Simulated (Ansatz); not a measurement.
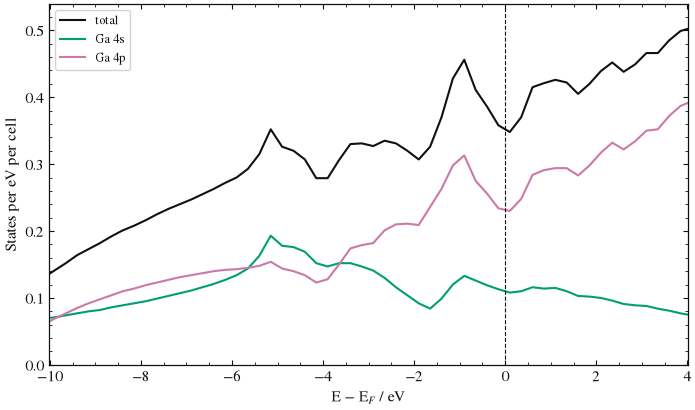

Write a caption that states what the plot shows.

Density of states of Ga, space group I4/mmm, 1 atom in the cell, a structure borrowed from another compound. Ansatz; DFT with PBE, PAW plane waves, no spin polarisation, 15×15×15 k mesh, 420 eV cutoff, Fermi-Dirac smearing of 0.11 eV. Energies are counted from the Fermi level. The partial curves are projected on Löwdin-orthogonalised atomic shells.

It is a metal. The density of states at the Fermi level is about 0.35 per eV and cell (mean within 0.25 eV). By projected weight, the states within 0.3 eV of the Fermi level are Ga 4p (70 %) and Ga 4s (30 %).

The structure was built from a prototype or by substitution, so it need not be a known phase.
